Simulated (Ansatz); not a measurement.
Consider TiSi$_{2}$.

```yaml
crystal:
  lattice:
    - [-4.79790, -0.06210, 0.00000]
    - [0.00000, 0.00000, -8.49609]
    - [2.34559, -4.15169, 0.00000]
  atoms:
    - { symbol: Ti, position: [0.50000, 0.62374, 0.25000] }
    - { symbol: Ti, position: [0.00000, 0.12374, 0.25000] }
    - { symbol: Ti, position: [0.00000, 0.87626, 0.75000] }
    - { symbol: Ti, position: [0.50000, 0.37626, 0.75000] }
    - { symbol: Si, position: [0.16330, 0.62506, 0.57760] }
    - { symbol: Si, position: [0.66330, 0.12506, 0.57760] }
    - { symbol: Si, position: [0.83670, 0.62506, 0.92240] }
    - { symbol: Si, position: [0.33670, 0.12506, 0.92240] }
    - { symbol: Si, position: [0.33670, 0.87494, 0.42240] }
    - { symbol: Si, position: [0.83670, 0.37494, 0.42240] }
    - { symbol: Si, position: [0.66330, 0.87494, 0.07760] }
    - { symbol: Si, position: [0.16330, 0.37494, 0.07760] }
```

Space group C2/c; changed on purpose from its base cell (strain along c alone, the other axes held, atoms relaxed: +3.0 %); computed pressure about −4 GPa in this cell; computed without spin polarisation.

Computed with DFT PBEsol, scalar-relativistic, plane waves, PAW in Ansatz.

What will maps of the valence pseudo-density and electron localisation function show?

Si–Si (2.52 Å): the density is about 0.4 e/Å³ at the midpoint; the ELF peaks at about 0.80 between the atoms.
Ti–Si (2.54 Å): ρ at the midpoint is about 0.34 e/Å³; the ELF peaks at about 0.75 in the valence shell of Si, 0.9 Å from its nucleus, and is about 0.40 at the midpoint.
Ti–Si (2.73 Å): ρ at the midpoint is about 0.27 e/Å³; the ELF peaks at about 0.75 in the valence shell of Si, 1.0 Å from its nucleus, and is about 0.40 at the midpoint.

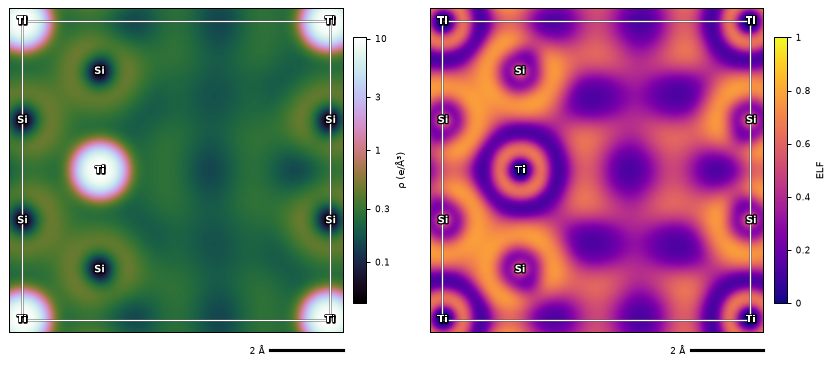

Computed valence pseudo-density and electron localisation function on the (101) plane of the conventional cell, in this order. 

Core electrons are frozen (PAW), and the valence fields are smoothed inside the atomic spheres.
